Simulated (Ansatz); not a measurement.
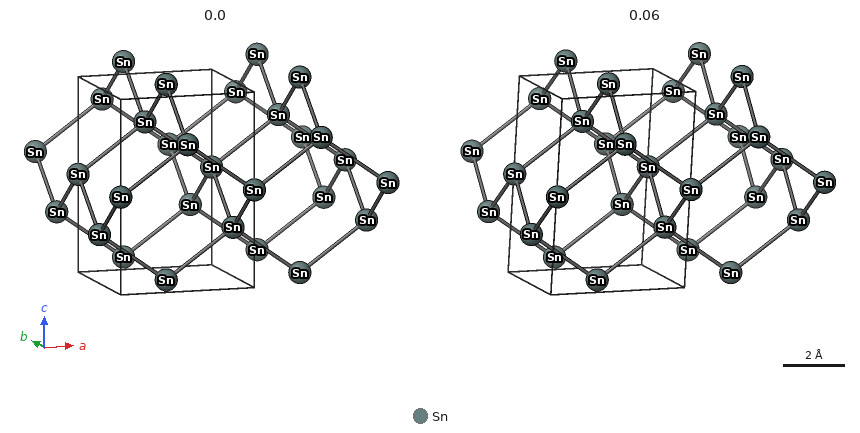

Crystalline Sn (set up in Fd-3m), under shear of c along a (cell held, atoms relaxed), with energies (extrapolated to zero smearing) counted from the relaxed crystal, which is the row at zero; the cubic crystal is set up in a tetragonal cell with a = a(cubic)/√2 and c = a(cubic). The picture shows the first and the last member. The picture is a ball-and-stick view of the cell of the calculation, repeated 2 × 2 × 1 with one cell outlined, seen slightly off an axis.

Computed with Ansatz 0.2.0: DFT PBEsol, scalar-relativistic, plane waves, PAW. (plane-wave cutoff 420 eV; k-point mesh 12 × 12 × 8; occupations gaussian; smearing width 0.1 eV; no spin polarisation; atoms relaxed in a fixed cell; force threshold 0.008 eV/Å)

```json
{"strain": "0.0", "energy (meV/atom)": "0.00", "a (Å)": "4.625", "c (Å)": "6.541"}
{"strain": "0.01", "energy (meV/atom)": "0.30", "a (Å)": "4.625", "c (Å)": "6.541"}
{"strain": "0.02", "energy (meV/atom)": "1.17", "a (Å)": "4.625", "c (Å)": "6.542"}
{"strain": "0.03", "energy (meV/atom)": "?", "a (Å)": "?", "c (Å)": "?"}
{"strain": "0.04", "energy (meV/atom)": "4.65", "a (Å)": "4.625", "c (Å)": "6.546"}
{"strain": "0.06", "energy (meV/atom)": "10.56", "a (Å)": "4.625", "c (Å)": "6.552"}
```

One row is withheld. What does the calculation give there?

Answer. A parabola through three neighbouring rows (0.01, 0.02, 0.04) gives, with Lagrange weights, (−0.3333)(0.30) + (1.0000)(1.17) + (0.3333)(4.65) = 2.62 meV/atom. The calculation gives 2.61 meV/atom (a = 4.625 Å, c = 6.544 Å). The estimate is 0.01 meV/atom too high. From the first member to the last: Sn–Sn 2.832 → 2.860 Å, Sn–Sn 2.832 → 2.810 Å.

The whole series:

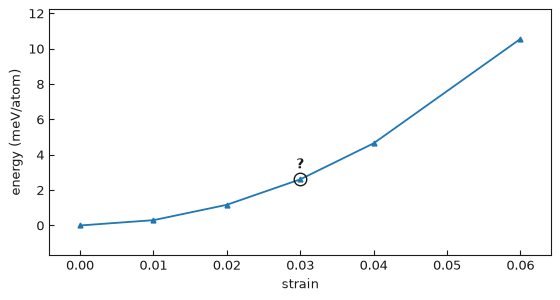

Each member starts from this one structure; whether another phase lies lower wasn't checked.
